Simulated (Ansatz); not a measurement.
# Band-structure calculation of MnS

MnS (F-43m, 2 atoms in the cell), computed with DFT PBEsol, scalar-relativistic, plane waves, PAW, spin-polarised (Ansatz 0.2.0).

The structure derives from an entry of the Crystallography Open Database. Figures and captions count atoms from 1; the log counts them from 0 in places.

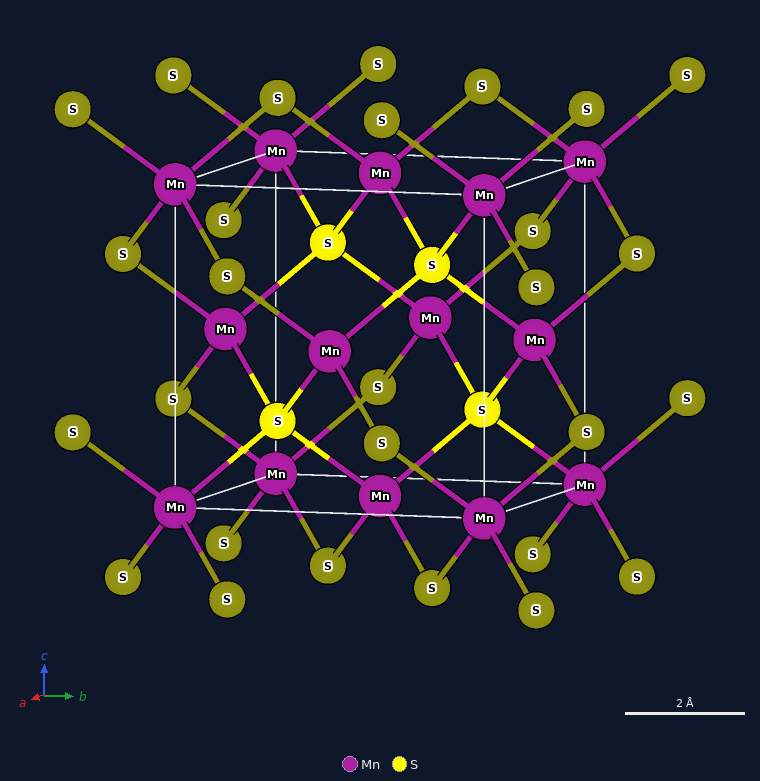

**Figure 1.** The structure (ball-and-stick view of the cell 4 times as large as that of the calculation, set on its symmetry axes, seen slightly off an axis; neighbours outside the cell are drawn fainter). Near neighbours in the crystal (not all of them lie inside the picture): Mn has 4 S at 2.37 Å; S has 4 Mn at 2.37 Å.

Key numbers:

```csv
quantity,value
outcome,converged
space group (tolerance 0.01 Å),F-43m (216)
electrons treated,21
free energy,−4754.3311 eV
Fermi energy,8.058 eV
gap on the k-point mesh,none (metallic)
net moment of the cell,4.61 μB
integrated absolute moment,4.61 μB
pressure,−0.02 GPa
largest force (length of the vector),under 0.001 eV/Å
hardware,"1 thread of Intel Xeon @ 2.50GHz (Skylake/Cascade Lake), 192 GiB of memory available, shared host"
wall time,91 s
peak memory,0.49 GiB
```

Remarks:

The program warns: the state was not tested for a lower one.

Input file:
```yaml
crystal:
  lattice:
    - [0.0, 2.7319313084, 2.7319313084]
    - [2.7319313084, 0.0, 2.7319313084]
    - [2.7319313084, 2.7319313084, 0.0]
  atoms:
    - { symbol: Mn, position: [0.0, 0.0, 0.0], spin: 4.29 }
    - { symbol: S, position: [0.25, 0.25, 0.25] }
basis:
  ecutwfc: 420
kpoints:
  mp_grid: { grid: [14, 14, 14] }
  band_path:
    path:
      - [[0.0, 0.0, 0.0], [-0.5, -0.5, 0.0], [-0.375, -0.375, 0.25]]
      - [[-0.375, 0.0, 0.375], [0.0, 0.0, 0.0], [0.0, 0.0, 0.5], [-0.5, -0.25, 0.25], [-0.5, -0.5, 0.0]]
    npoints: 14
hamiltonian:
  xc: pbesol
scf:
  occupations: { method: gaussian, width: 0.1 }
  n_extra_bands: 6
output:
  forces: true
  stress: true
  eigenvalues: true
  populations: true
  dos: { projected: true, de: 0.02, nscf_kmesh: { grid: [21, 21, 21] } }
  bader: true
  write_density: true
  write_potential: true
  elf: true
  volumetric_format: npy
magnetization:
  spin_polarized: true
checkpoint:
  read: start.run
  write: ck
  compress: false
  write_wavefunctions: false
  write_every: 100000
```

Run as:
```bash
ansatz run input.yaml --threads 1 --pin off --max-ram 2560MiB --backend cpu --events-out ev --progress --plain --runs-dir out
```

Log:
```
Warning: checkpoint.read: spin seed differs: saved 975da93c5b5e…, current 726c28c306c2…; the loaded state replaces the seed-built initial guess (but the starting_ns of a DFT+U solve that opens without the state's occupation matrices), so the run may converge into the producing seed's basin, or, where the symmetry group that follows from this deck's starting moments and starting_ns does not hold the saved magnetisation, lose that magnetisation at its first build. Where atoms have moved since the state was saved, this difference can also decide whether moments are moved with them. A self-consistent run of this deck without the state starts from its starting moments and, under a DFT+U term, its starting_ns
scf.n_extra_bands = 6 over 11 filled bands (N_el = 21.0): the run solves 17 bands
Engine: ansatz 0.2.0, x86_64-unknown-linux-gnu
Pseudopotentials: kind: paw
Pseudopotential: Mn, paw, valence charge 15, recommended cutoff 420 eV (normal), Mn.paw.azcp
Pseudopotential: S, paw, valence charge 6, recommended cutoff 420 eV (normal), S.paw.azcp
Functional definition: PBEsol
  exchange = pbesol_x
  correlation = pbesol_c
Crystal: 2 atoms, lattice volume = 40.779 Å³
Basis set: ecut = 420 eV, 821 PW (Γ), exchange–correlation on 54×54×54 points (8 copies of the dense FFT grid, shifted against one another)
Bands: 17, of which v1, the nominal top of the filled ones, is band 11 counted from 1 (10 counted from 0)
Symmetry: 24 space group operations
Space group: F-43m (ITA 216), of the structure as read, at distance tolerance 3.4e-5 Å
Magnetic group: BNS 216.74 (UNI 1576), of the structure as read, at distance tolerance 3.4e-5 Å
k-points: 104 of 2744 (time reversal used)
Non-local potential: Mn, projectors of the file, l = 0: 3, l = 1: 2, l = 2: 3, l = 3: 1
Non-local potential: S, projectors of the file, l = 0: 2, l = 1: 2, l = 2: 2
PAW form: soft (Blöchl's): semilocal exchange-correlation on the pseudo side does not see the compensation charge
PAW frozen core: Mn, regenerated for the run's functional, and the local potential with it (the file was generated under x = pbe(κ = 0.804, μ = 0.2195149727645171), c = pbe(β = 0.06672455060314922))
PAW frozen core: S, regenerated for the run's functional, and the local potential with it (the file was generated under x = pbe(κ = 0.804, μ = 0.2195149727645171), c = pbe(β = 0.06672455060314922))
PAW one-centre angular grid: Mn, 590 points (default); XC on 64 Gauss nodes
PAW one-centre angular grid: S, 110 points (default); XC on 64 Gauss nodes
Initial density: read from a saved state, or passed on in memory by an earlier SCF of this step, an earlier step, the calling program or the single point that the run made first
Stability of the state it starts from, as read at its close in the collinear treatment: not read negative (Ritz values of 1 − χ₀K, real part plus size of imaginary part, from 0.38 to 0.70, by its mixing steps under the symmetry group of the SCF that read it); its run was given moments
Starting moments: Σ|m| = 4.29 μB on 1 of 2 sites; this step starts from the density that it was given
Initial wavefunctions: pseudopotential atomic-orbital guess
Functional: x = pbesol(κ = 0.804, μ = 0.12345679012345678), c = pbesol(β = 0.046)
iter 1 solved again at ethr=1.07e-7 eV; its pass at ethr=3.10e-3 eV (dr2=2.25e-5 eV) is discarded
SCF iter   1: F=—  HF=-4754.331087 eV  |F-HF|=—  |Δ(HF+E_count)|=         —  Δρ=2.54e-7 (↑2.54e-7 ↓1.75e-7)  dr2=4.77e-12  dr2_m=1.39e-11  M=4.606 μB ∫|m|=4.606 μB  β_m=0.30  ethr=1.07e-7  ⟨swp⟩=3.0  Hψ=27763  notcnv=0
eigensolver tolerance schedule: the retry pair's looser diagonalisation over-reported the residual by 4709372.92 of it (diagonalisation noise at an unbounded share of the residual, at the tolerance the schedule requests for it); recorded, not acted on — ethr = c·dr2/N_el stays at c = 1.0e-1
preconditioner: auto → Kerker (q_TF=auto, 2.443 Å⁻¹)  [metal: Δε(μ)=0.002 eV  Ē_g=9.519 eV  σ=0.100 eV  W_gap=0.01  n_scr=14 (ndim 8)  ℏωp=21.0 eV  f_vac=0.011  D(μ)=1.43/eV (n_scr^D=14)]
spin=Collinear: Kerker preconditioning applied to the charge; magnetization (m = ρ↑ − ρ↓) channel mixes plain (no charge-response kernel on spin).
SCF iter   2: F=-4754.331087 eV  HF=-4754.331087 eV  |F-HF|=1.55e-11  |Δ(HF+E_count)|=  8.83e-10  Δρ=1.25e-7 (↑1.25e-7 ↓8.50e-8)  dr2=1.53e-11  dr2_m=2.78e-13  M=4.606 μB ∫|m|=4.606 μB  ethr=1.00e-12  ⟨swp⟩=8.7  Hψ=19989  notcnv=0
SCF 1 converged in 2 iterations: F = -4754.331087 eV  dr2 = 1.53e-11
  greatest PAW one-centre occupation: 1.003 electrons in one spin orbital (limit 2), on the Mn atom at site 0 (counted from 0), in its partial waves of l = 1
NSCF: frozen V_eff on 86 k-points
NSCF: frozen V_eff on 286 k-points
SCF converged after 2 iterations
Magnetization: 4.6063 μB (12.8031 up, 8.1969 down)
Absolute magnetization: 4.6063 μB (∫|ρ↑−ρ↓|, with the PAW one-centre terms)
Spin contamination: 0.0350 ħ² per cell (⟨S²⟩ above its minimum at these occupations)
Per-site moments (μB) at R_I (Å): [(3.8962412926762395, 0.9759427897182398), (0.09096872013448039, 0.9759427897182398)]
Free energy (F): -4754.331087 eV
Harris-Foulkes:  -4754.331087 eV  (|F-HF|=1.55e-11)
Internal energy: -4754.323958 eV  (E = F + TS)
E sigma→0 (E₀):  -4754.327523 eV
Entropy (-TS):   -0.007129 eV (-3.565 meV/atom)
Fermi energy:    8.057795 eV
--- Per-component energies (eV) ---
  E_band       = -341.163166
  E_kinetic    = 406.947065
  E_local      = -2727.700913  (includes V_loc(G=0)·N_el)
  E_nonlocal   = 280.168632
  E_hartree    = 1119.217307
  E_xc         = -206.547167
  E_vxc        = -229.222404  (∫ρ·V_xc dr)
  E_paw        = -1859.585772  (= ΣΔE_a)
  E_vpaw       = -309.790386  (= ΣTr[D̂ρ^β])
  E_aug_tail   = -0.000009  (compensation charges beyond the density's cutoff)
  E_ewald      = -1767.054701
  E_core_change = 0.231600  (= ΣΔE_core)
  E_smearing   = -0.007129  (= −TS)
  E_closure    = 0.000000  (closes the sum)
  Σ components = -4754.331087   (vs F -4754.331087, Δ=0.00e0)
--- Forces (eV/Å), atoms counted from 1 ---
  atom   1  Mn     0.00000000    -0.00000000    -0.00000000
  atom   2  S     -0.00000000     0.00000000     0.00000000
  max |Σ_I F_I| component: 1.85e-17 eV/Å
--- Stress (GPa, compression-positive) ---
       -0.023647       0.000000      -0.000000
        0.000000      -0.023647       0.000000
       -0.000000       0.000000      -0.023647
  P = ⅓ Tr σ = -0.0236 GPa (-0.236 kbar)
--- Band table (eV; the first three rows and the last of 208) ---
  k-point 0 ↑: bands = ["-73.3138", "-42.1892", "-42.1892", "-42.1892", "-6.0982", "3.1540", "3.1540", "3.1540", "5.1046", "5.1046", "8.8038", "8.8038", "8.8038", "9.3881", "14.0874", "14.0874", "14.0874"]
  k-point 1 ↑: bands = ["-73.3137", "-42.1895", "-42.1893", "-42.1893", "-6.0634", "3.0934", "3.1680", "3.1680", "5.1005", "5.1005", "8.3981", "8.7457", "8.7457", "9.7727", "14.0346", "14.1776", "14.1776"]
  k-point 2 ↑: bands = ["-73.3137", "-42.1902", "-42.1894", "-42.1894", "-5.9639", "2.9296", "3.2062", "3.2062", "5.0932", "5.0932", "7.7629", "8.5866", "8.5866", "10.3324", "13.9524", "14.4001", "14.4001"]
  k-point 103 ↓: bands = ["-68.9384", "-37.8951", "-37.8934", "-37.8921", "-4.7867", "3.3607", "3.7706", "4.4971", "7.8871", "8.6265", "9.3375", "9.6041", "10.1796", "14.0694", "15.4800", "16.2731", "16.5037"]
--- Löwdin populations: 2 sites ---
  site symbol       q [e]    m [muB]
     0     Mn     14.0362     4.2913
     1      S      6.7652     0.2368
  spilling = 0.009458 (of n_electrons = 21.000000)
--- Bader charges: 2 sites ---
  site symbol  charge [e]  shift [e]    m [muB]
     0     Mn      1.0814     0.0007     4.2651
     1      S     -1.0814     0.0007     0.3412
  estimated error of the sums over rays = 3.1e-4 e
```

File bader_charges.tsv:
```
# site	symbol	x_ang	y_ang	z_ang	partial_charge_e	electrons	volume_ang3	relative_density_drop	shared_charge_e	partial_wave_shift_e	spin_moment_mub
# quadrature_error_electrons = 3.1e-4
0	Mn	0.0000	0.0000	0.0000	1.08137	23.91863	14.11	-	1.08137	0.00072	4.26510
1	S	1.3660	1.3660	1.3660	-1.08137	17.08137	26.67	-	-1.08137	0.00072	0.34119
```

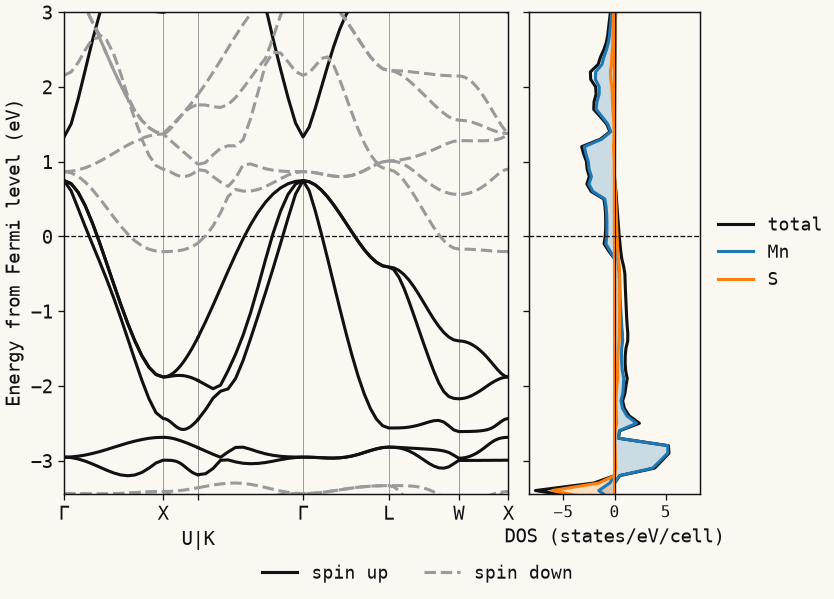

**Figure 2.** Band structure along Γ–X–U|K–Γ–L–W–X and density of states (projected on Löwdin-orthogonalised atomic shells), with energies from the Fermi level. Bands cross the Fermi level: a metal at this level of theory.

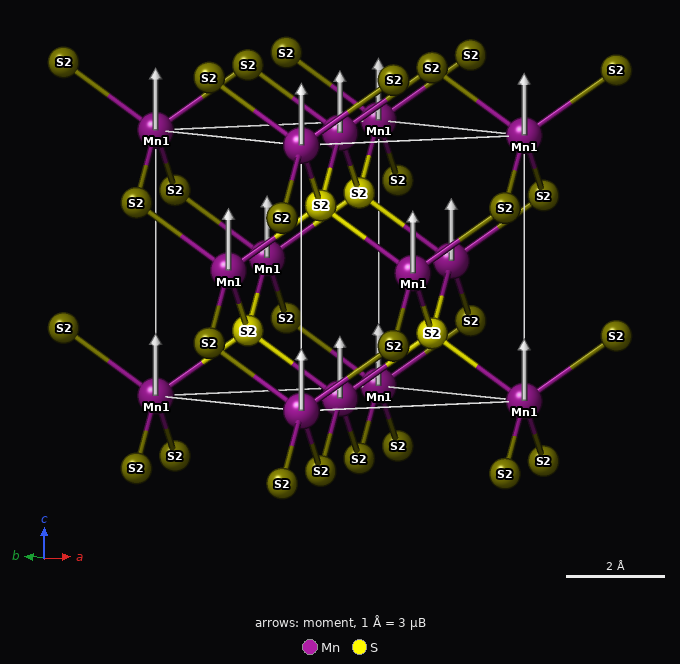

**Figure 3.** Magnetic moments of the sites as white arrows (ball-and-stick view of the cell 4 times as large as that of the calculation, set on its symmetry axes, seen at an oblique angle; neighbours outside the cell are drawn fainter; atoms are numbered from 1 in the order of the input); small moments hardly show. The run is collinear, so the axis drawn is arbitrary. Site moments: Mn1 (3.90 μB); S2 (0.09 μB). They are counted near the atoms and needn't add up to the moment of the cell.

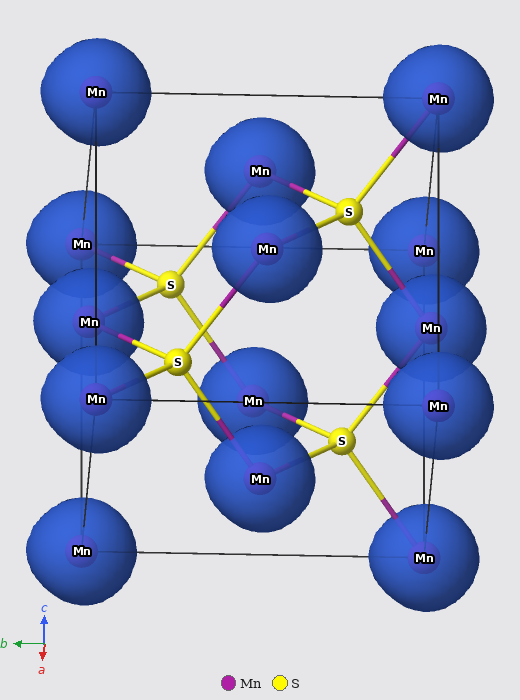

**Figure 4.** Isosurface of the magnetisation density (up minus down) at +0.3 e/Å³ (blue), seen at an oblique angle. Sticks mark near contacts. The outline is the cell set on symmetry axes. The cell of the calculation (2 atoms) carries 4.6 μB net. In a PAW calculation such maps are meaningful between the atoms, not at the nuclei.

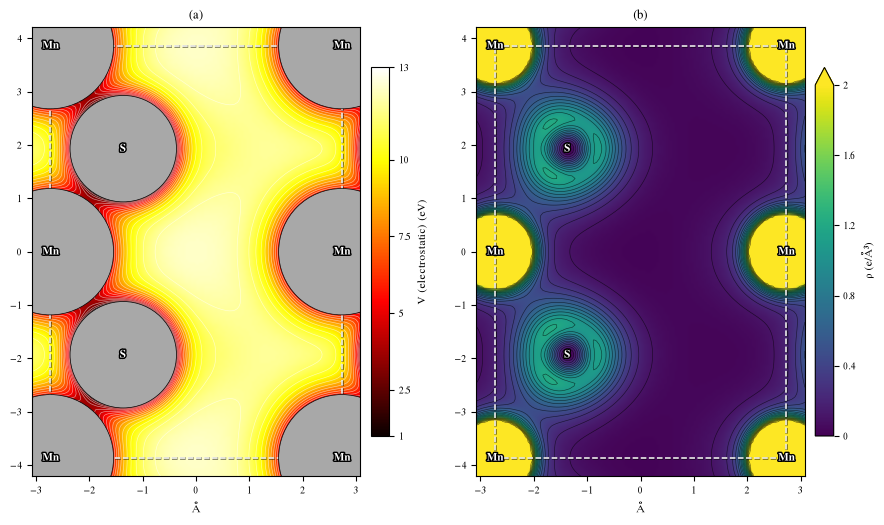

**Figure 5.** (a) electrostatic potential (local pseudopotential plus Hartree) felt by an electron; (b) valence pseudo-density on the (101) plane of the conventional cell. Grey discs, where drawn, cover atomic cores. The section cuts through Mn and S sites. Mn–S (2.37 Å): the density is about 0.5 e/Å³ at the midpoint. Away from the nuclei the density in this plane falls to 0.02 e/Å³ at its lowest. Outside the cores the potential energy rises away from the atoms and is highest about 2.4 Å from the nearest atoms; outside the discs it spans about 11 eV, and its zero is arbitrary.
